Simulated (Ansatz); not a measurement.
Take the following structure.

```cif
data_structure
_symmetry_space_group_name_H-M 'P 1'
_symmetry_Int_Tables_number 1
_cell_length_a 4.0123
_cell_length_b 6.3856
_cell_length_c 6.7438
_cell_angle_alpha 90.000
_cell_angle_beta 90.000
_cell_angle_gamma 90.000
_cell_volume 172.78
loop_
_atom_site_label
_atom_site_type_symbol
_atom_site_fract_x
_atom_site_fract_y
_atom_site_fract_z
_atom_site_occupancy
Ge1 Ge 0.50000 0.78707 0.55523 1
Ge2 Ge 0.50000 0.21293 0.05523 1
Ge3 Ge 0.50000 0.81437 0.94477 1
Ge4 Ge 0.50000 0.18563 0.44477 1
Ge5 Ge 0.00000 0.28707 0.55523 1
Ge6 Ge 0.00000 0.71293 0.05523 1
Ge7 Ge 0.00000 0.31437 0.94477 1
Ge8 Ge 0.00000 0.68563 0.44477 1
```

> What crystal do these data define?

The element is germanium. The structure has Cmc2_1 (No. 36) symmetry and a base-centred orthorhombic lattice. The cell holds eight atoms. Ge is linked to two Ge in a bent arrangement at 2.24 Å. Not all metal-metal contacts are counted. The bonds build Ge chains along [100].

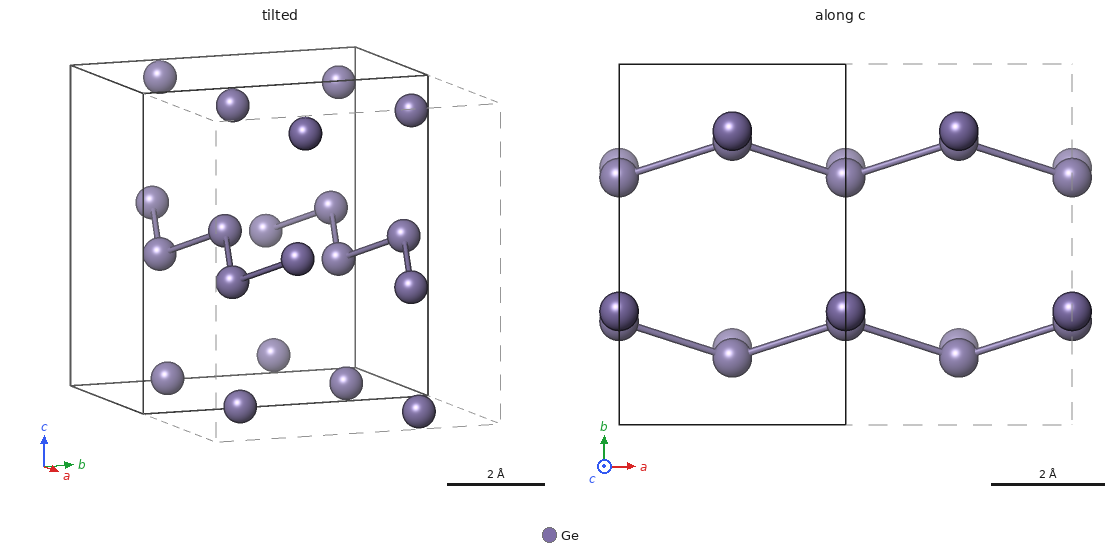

Ball-and-stick drawing of the structure, looking slightly off an axis and along the c axis. One conventional unit cell is drawn solid; the view covers 2×1×1 cells.

The structure comes from a structure listed in the Materials Project. The cell was then strained or its atoms displaced on purpose. A calculation with Ansatz used it as input.

At this level of theory the cell isn't at rest (compressed, at 11 GPa and forces up to 2.3 eV/Å), so its distances can differ from those at equilibrium, the more so the softer the solid.
